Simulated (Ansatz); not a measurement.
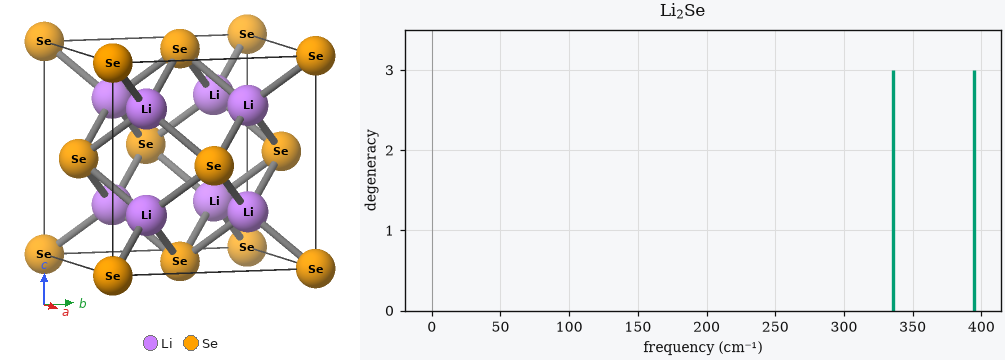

Plotted: zone-centre optical phonon frequencies (the three acoustic modes are left out) for Li₂Se, space group Fm-3m (No. 225). The conventional cell is drawn beside the plot.

Starting cell:
```yaml
crystal:
  lattice:
    - [0.00000, 2.88047, 2.88047]
    - [2.88047, 0.00000, 2.88047]
    - [2.88047, 2.88047, 0.00000]
  atoms:
    - { symbol: Li, position: [0.25000, 0.25000, 0.25000] }
    - { symbol: Li, position: [0.75000, 0.75000, 0.75000] }
    - { symbol: Se, position: [0.00000, 0.00000, 0.00000] }
```

Calculation (Ansatz 0.2.0): harmonic phonon frequencies at the zone centre with atoms at rest in the given cell, without the long-range term of polar modes, the three translations left out, imaginary frequencies are negative; plane waves with PAW datasets, Γ-centred k mesh. Level: PBEsol, no spin polarisation.

- wave cutoff: 420 eV
- k mesh: 8×8×8
- occupations: fixed
- pressure: 4 GPa
- phonon method: linear response

> Is the structure dynamically stable by these modes?

No frequency is imaginary, so the structure is stable to these displacements (zone-boundary modes weren't tested here).

> What is the highest frequency?

The highest mode lies at 394.6 cm⁻¹ (without the field of polar modes).

The computed values:

| frequency (cm⁻¹) |
| --- |
| 335.6 |
| 335.6 |
| 335.6 |
| 394.6 |
| 394.6 |
| 394.6 |
